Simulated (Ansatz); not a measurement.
PtTe2: single-point calculation (part 2 of 2)

Continued. System: PtTe2 (6 atoms in the cell). Method: DFT LDA+U+J, non-collinear, scalar-relativistic, plane waves, PAW, U = 4 eV, J = 0.5 eV on Pt atom 3 d; U = 4 eV, J = 0.5 eV on Pt atom 6 d (Ansatz 0.2.0); cutoff 420 eV, 6×6×2 k-mesh, Gaussian smearing of 0.05 eV, non-collinear spins. The structure derives from an entry of the Crystallography Open Database. It belongs to a series of runs on one base structure; here: canted directions free.

Geometry of the input (Å; fractional positions):
```
4.0180  0.0000  0.0000
-2.0090  3.4797  0.0000
0.0000  0.0000  10.4240
Te 0.3333  0.6667  0.1250
Te 0.6667  0.3333  0.3750
Pt 0.0000  0.0000  0.0000
Te 0.3333  0.6667  0.6250
Te 0.6667  0.3333  0.8750
Pt 0.0000  0.0000  0.5000
```

```
SCF converged after 20 iterations
Magnetization: |M| = 0.0000 μB,  M = (-0.0000, +0.0000, -0.0000) μB
Absolute magnetization: 0.0000 μB (∫|m|, with the PAW one-centre terms)
  site 0: m = (+0.0000, +0.0000, -0.0000) μB, |m| = 0.0000 μB  (R = 1.10 Å)
  site 1: m = (-0.0000, +0.0000, +0.0000) μB, |m| = 0.0000 μB  (R = 1.10 Å)
  site 2: m = (-0.0000, +0.0000, +0.0000) μB, |m| = 0.0000 μB  (R = 1.10 Å)
  site 3: m = (-0.0000, +0.0000, +0.0000) μB, |m| = 0.0000 μB  (R = 1.10 Å)
  site 4: m = (+0.0000, +0.0000, -0.0000) μB, |m| = 0.0000 μB  (R = 1.10 Å)
  site 5: m = (+0.0000, +0.0000, -0.0000) μB, |m| = 0.0000 μB  (R = 1.10 Å)
Free energy (F): -51798.356378 eV
Harris-Foulkes:  -51798.356378 eV  (|F-HF|=7.93e-10)
Internal energy: -51798.353653 eV  (E = F + TS)
E sigma→0 (E₀):  -51798.355016 eV
Entropy (-TS):   -0.002724 eV (-0.454 meV/atom)
Fermi energy:    13.561078 eV
--- Per-component energies (eV) ---
  E_band       = -1431.376344
  E_kinetic    = 2016.900039
  E_local      = -9175.871433  (includes V_loc(G=0)·N_el)
  E_nonlocal   = -804.400684
  E_hartree    = 4857.210008
  E_xc         = -1021.438512
  E_vxc        = -1031.846418  (∫ρ·V_xc dr)
  E_hubbard    = 2.707914  (on-site DFT+U / exact-exchange correction)
  E_vhub       = -26.305175  (the Hubbard potential's part of the band-sum identity)
  E_paw        = -36398.265662  (= ΣΔE_a)
  E_vpaw       = -2124.271006  (= ΣTr[D̂ρ^β])
  E_aug_tail   = -0.000357  (compensation charges beyond the density's cutoff)
  E_ewald      = -11278.837349
  E_core_change = 3.642384  (= ΣΔE_core)
  E_smearing   = -0.002724  (= −TS)
  E_closure    = 0.000000  (closes the sum)
  Σ components = -51798.356378   (vs F -51798.356378, Δ=0.00e0)
--- DFT+U+J on-site energies (Liechtenstein; fll double counting; per corrected site; eV) ---
  site 2 (l=d): U=4.0000  J=0.5000  Tr N=9.0632  E_int=139.507293  E_dc=138.153335  E_U=1.353957
  site 5 (l=d): U=4.0000  J=0.5000  Tr N=9.0632  E_int=139.507292  E_dc=138.153335  E_U=1.353957
--- Hubbard shell moments (per corrected site; Tr N, ν in electrons; μ in μ_B) ---
  shell 0: Tr N=9.0632  μ_S=(-0.0000, +0.0000, +0.0000)  μ_L=(-0.0000, +0.0000, +0.0000)  μ=(-0.0000, +0.0000, +0.0000)  ν=0.0000 along (-0.761, +0.000, +0.649)
  shell 1: Tr N=9.0632  μ_S=(+0.0000, +0.0000, -0.0000)  μ_L=(-0.0000, -0.0000, +0.0000)  μ=(+0.0000, +0.0000, -0.0000)  ν=0.0000 along (+0.943, +0.000, -0.334)
--- Specified on-site occupations, and those of the state reported ---
  electrons in the specified blocks: 11.8000 specified, 18.1263 found
  site 2 (l=d): largest change of an orbital's occupation 0.9579; electrons 5.9000 specified, 9.0632 found; spectral distance 1.5597
  site 5 (l=d): largest change of an orbital's occupation 0.9579; electrons 5.9000 specified, 9.0632 found; spectral distance 1.5597
--- Forces (eV/Å), atoms counted from 1 ---
  atom   1  Te    -0.00000004    -0.00000001     0.61869043
  atom   2  Te     0.00000004     0.00000001    -0.61869044
  atom   3  Pt     0.00000000     0.00000000     0.00000000
  atom   4  Te    -0.00000004    -0.00000001     0.61869044
  atom   5  Te     0.00000004     0.00000001    -0.61869043
  atom   6  Pt     0.00000000     0.00000000     0.00000000
  max |Σ_I F_I| component: 0.00e0 eV/Å
--- Stress (GPa, compression-positive) ---
        1.399115       0.000000       0.000000
        0.000000       1.399114      -0.000000
        0.000000      -0.000000       0.763543
  P = ⅓ Tr σ = 1.1873 GPa (11.873 kbar)
--- Band table (eV; the first three rows and the last of 40) ---
  k-point 0: bands = ["-85.1275", "-85.1275", "-85.1275", "-85.1275", "-39.3491", "-39.3491", "-39.3491", "-39.3491", "-39.3491", "-39.3491", "-39.3491", "-39.3491", "-39.2221", "-39.2221", "-39.2221", "-39.2221", "-23.9494", "-23.9494", "-23.9494", "-23.9494", "-23.9398", "-23.9398", "-23.9398", "-23.9398", "-23.9388", "-23.9388", "-23.9388", "-23.9388", "-23.9351", "-23.9351", "-23.9340", "-23.9340", "-23.9328", "-23.9328", "-23.9318", "-23.9318", "-23.9300", "-23.9300", "-23.9300", "-23.9300", "-23.9291", "-23.9291", "-23.9291", "-23.9291", "-23.9279", "-23.9279", "-23.9279", "-23.9279", "-23.9207", "-23.9207", "-23.9207", "-23.9207", "-23.9186", "-23.9186", "-23.9186", "-23.9186", "-0.6870", "-0.6870", "0.0145", "0.0145", "1.1598", "1.1598", "2.7662", "2.7662", "6.3298", "6.3298", "6.9948", "6.9948", "6.9948", "6.9948", "7.0639", "7.0639", "7.0639", "7.0639", "7.9301", "7.9301", "8.5140", "8.5140", "8.5140", "8.5140", "8.5591", "8.5591", "8.5591", "8.5591", "10.1989", "10.1989", "11.2573", "11.2573", "12.0093", "12.0093", "12.4585", "12.4585", "12.4585", "12.4585", "13.0537", "13.0537", "13.0537", "13.0537", "14.6137", "14.6137", "14.6137", "14.6137", "14.9138", "14.9138", "15.7461", "15.7461", "15.7461", "15.7461", "16.3365", "16.3365", "17.7162", "17.7162", "17.8975", "17.8975", "18.7425", "18.7425", "18.7425", "18.7425", "19.4485", "19.4485"]
  k-point 1: bands = ["-85.1275", "-85.1275", "-85.1275", "-85.1275", "-39.3491", "-39.3491", "-39.3491", "-39.3491", "-39.3491", "-39.3491", "-39.3491", "-39.3491", "-39.2221", "-39.2221", "-39.2221", "-39.2221", "-23.9465", "-23.9465", "-23.9465", "-23.9465", "-23.9465", "-23.9465", "-23.9465", "-23.9465", "-23.9347", "-23.9347", "-23.9347", "-23.9347", "-23.9322", "-23.9322", "-23.9322", "-23.9322", "-23.9322", "-23.9322", "-23.9322", "-23.9322", "-23.9322", "-23.9322", "-23.9322", "-23.9322", "-23.9290", "-23.9290", "-23.9290", "-23.9290", "-23.9290", "-23.9290", "-23.9290", "-23.9290", "-23.9195", "-23.9195", "-23.9195", "-23.9195", "-23.9195", "-23.9195", "-23.9195", "-23.9195", "-0.4281", "-0.4281", "-0.4281", "-0.4281", "1.9831", "1.9831", "1.9831", "1.9831", "7.0289", "7.0289", "7.0289", "7.0289", "7.0289", "7.0289", "7.0289", "7.0289", "7.1879", "7.1879", "7.1879", "7.1879", "8.5362", "8.5362", "8.5362", "8.5362", "8.5362", "8.5362", "8.5362", "8.5362", "10.4537", "10.4537", "10.4537", "10.4537", "12.7122", "12.7122", "12.7122", "12.7122", "12.7122", "12.7122", "12.7122", "12.7122", "13.6244", "13.6244", "13.6244", "13.6244", "15.1759", "15.1759", "15.1759", "15.1759", "15.1759", "15.1759", "15.1759", "15.1759", "16.8083", "16.8083", "16.8083", "16.8083", "18.7634", "18.7634", "18.7634", "18.7634", "19.2121", "19.2121", "19.2121", "19.2121"]
  k-point 2: bands = ["-85.1275", "-85.1275", "-85.1275", "-85.1275", "-39.3500", "-39.3500", "-39.3500", "-39.3500", "-39.3493", "-39.3493", "-39.3493", "-39.3493", "-39.2220", "-39.2220", "-39.2220", "-39.2220", "-23.9488", "-23.9488", "-23.9468", "-23.9468", "-23.9425", "-23.9425", "-23.9412", "-23.9412", "-23.9391", "-23.9391", "-23.9369", "-23.9369", "-23.9363", "-23.9363", "-23.9332", "-23.9332", "-23.9329", "-23.9329", "-23.9308", "-23.9308", "-23.9292", "-23.9292", "-23.9288", "-23.9288", "-23.9286", "-23.9286", "-23.9283", "-23.9283", "-23.9277", "-23.9277", "-23.9268", "-23.9268", "-23.9212", "-23.9212", "-23.9198", "-23.9198", "-23.9193", "-23.9193", "-23.9185", "-23.9185", "-0.3812", "-0.3812", "0.3121", "0.3121", "1.2169", "1.2169", "2.5306", "2.5306", "6.6404", "6.6404", "6.8272", "6.8272", "7.2024", "7.2024", "7.2192", "7.2192", "7.2556", "7.2556", "7.9832", "7.9832", "8.3548", "8.3548", "8.3774", "8.3774", "8.4522", "8.4522", "8.4974", "8.4974", "9.9273", "9.9273", "10.3401", "10.3401", "11.4619", "11.4619", "11.9324", "11.9324", "12.2330", "12.2330", "12.3871", "12.3871", "13.0974", "13.0974", "13.3718", "13.3718", "14.1995", "14.1995", "14.8066", "14.8066", "15.0983", "15.0983", "15.1452", "15.1452", "17.2877", "17.2877", "17.5226", "17.5226", "18.5646", "18.5646", "19.1242", "19.1242", "19.6116", "19.6116", "20.1441", "20.1441"]
  k-point 39: bands = ["-85.1275", "-85.1275", "-85.1275", "-85.1275", "-39.3526", "-39.3526", "-39.3526", "-39.3526", "-39.3501", "-39.3501", "-39.3501", "-39.3501", "-39.2218", "-39.2218", "-39.2218", "-39.2218", "-23.9454", "-23.9454", "-23.9454", "-23.9454", "-23.9448", "-23.9448", "-23.9448", "-23.9448", "-23.9391", "-23.9391", "-23.9391", "-23.9391", "-23.9322", "-23.9322", "-23.9322", "-23.9322", "-23.9318", "-23.9318", "-23.9318", "-23.9318", "-23.9299", "-23.9299", "-23.9299", "-23.9299", "-23.9239", "-23.9239", "-23.9239", "-23.9239", "-23.9236", "-23.9236", "-23.9236", "-23.9236", "-23.9217", "-23.9217", "-23.9217", "-23.9217", "-23.9179", "-23.9179", "-23.9179", "-23.9179", "1.2253", "1.2253", "1.2253", "1.2253", "1.6104", "1.6104", "1.6104", "1.6104", "6.1704", "6.1704", "6.1704", "6.1704", "7.6444", "7.6444", "7.6444", "7.6444", "7.7357", "7.7357", "7.7357", "7.7357", "8.7405", "8.7405", "8.7405", "8.7405", "8.9039", "8.9039", "8.9039", "8.9039", "9.0394", "9.0394", "9.0394", "9.0394", "9.6392", "9.6392", "9.6392", "9.6392", "10.5041", "10.5041", "10.5041", "10.5041", "11.7164", "11.7164", "11.7164", "11.7164", "14.8006", "14.8006", "14.8006", "14.8006", "14.9953", "14.9953", "14.9953", "14.9953", "16.8498", "16.8498", "16.8498", "16.8498", "17.8310", "17.8310", "17.8310", "17.8310", "21.1303", "21.1303", "21.1303", "21.1303"]
Occupation matrices written to [file]
--- Löwdin populations: 6 sites ---
  site symbol       q [e]
     0     Te     15.9352
     1     Te     15.9352
     2     Pt     17.8787
     3     Te     15.9352
     4     Te     15.9352
     5     Pt     17.8787
  spilling = 0.005017 (of n_electrons = 100.000000)
--- Occupation matrices: 2 shells (run DFT+U table (all-electron-ortho-atomic); ε = 5.36e-4) ---
  Pt2 d_5D: site group D3d (-3m)
  Pt2 d_5D spinor Tr n = 9.0632  λ = 0.800 0.800 0.800 0.800 0.976 0.976 0.978 0.978 0.978 0.978  [4× xz 0.30 Eg(1.00) | 2× z2 1.00 A1g(1.00) | 4× x2-y2 0.30 Eg(1.00)]
  specified occupation → Pt2 d_5D spinor: matrix, ‖Δ‖_F = 1.7624, Tr Δ = -3.1632, displaced = 1.9220, d_λ = 1.5597; orbital distance = 2.0000
  Pt5 d_5D: site group D3d (-3m)
  Pt5 d_5D spinor Tr n = 9.0632  λ = 0.800 0.800 0.800 0.800 0.976 0.976 0.978 0.978 0.978 0.978  [4× xz 0.30 Eg(1.00) | 2× z2 1.00 A1g(1.00) | 4× x2-y2 0.30 Eg(1.00)]
  specified occupation → Pt5 d_5D spinor: matrix, ‖Δ‖_F = 1.7624, Tr Δ = -3.1632, displaced = 1.9220, d_λ = 1.5597; orbital distance = 2.0000
  Tr n, λ and their labels are of the run-group-symmetrised matrices; stabiliser: 48 of 48 elements of G0×{1,Θ} up to a turn of all spins (closed), max defect 8.2e-8 at τ = 1.1e-4
```

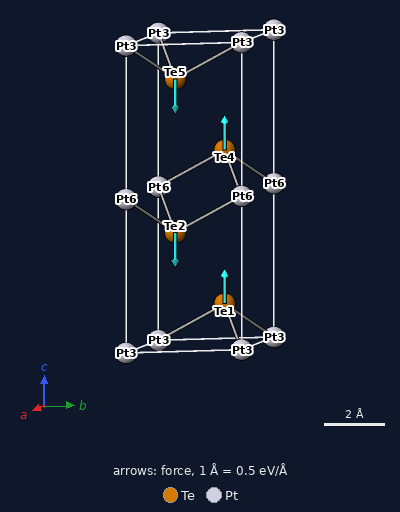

Figure 1. Forces on the atoms as teal arrows (ball-and-stick view of the cell of the calculation, seen slightly off an axis; atoms are numbered from 1 in the order of the input). The largest act on all 4 Te atoms (0.62 eV/Å). The geometry is not a stationary point of this energy.

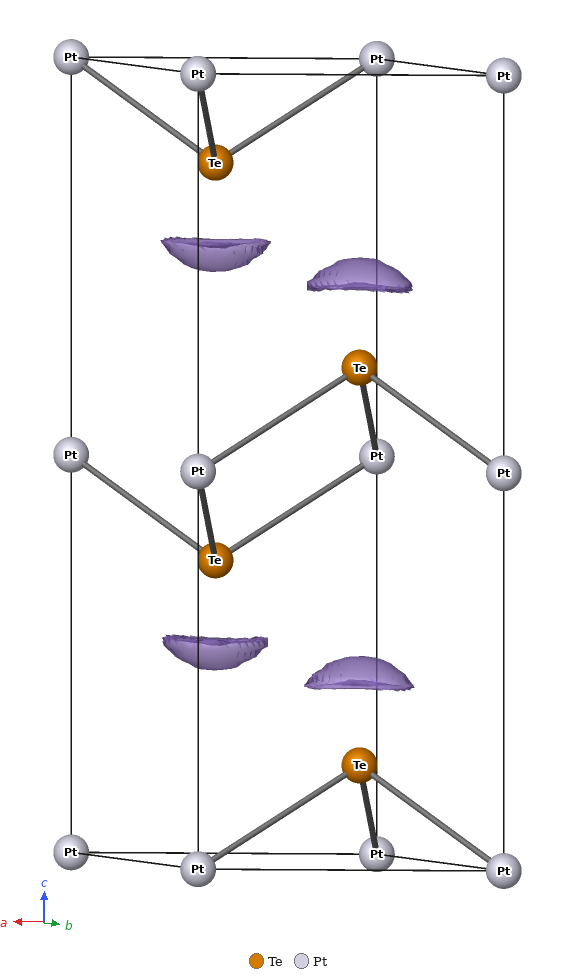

Figure 2. Isosurface of the ELF at 0.65 (purple), seen at an oblique angle. Core shells and regions of very low density are left out. Sticks mark near contacts. The outline is the calculation cell. Along the contacts the grid gives the following. Te–Pt (2.66 Å): the ELF is about 0.50 at the midpoint. In a PAW calculation such maps are meaningful between the atoms, not at the nuclei.

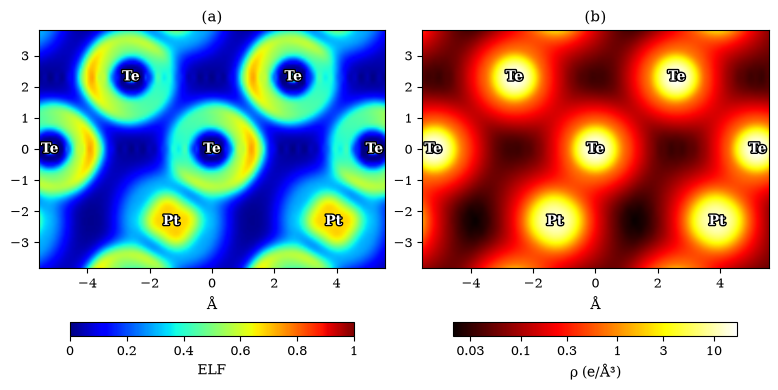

Figure 3. (a) ELF; (b) valence charge density (pseudo) on the (110) plane of the calculation cell. Atoms in the plane: Te and Pt. Te–Pt (2.66 Å): ρ at the midpoint is about 0.51 e/Å³; the ELF is about 0.50 at the midpoint. Away from the nuclei the density in this plane falls to 0.02 e/Å³ at its lowest. The strong features right at Pt lie inside the PAW spheres (semicore, d or f shells) and say nothing about bonding.
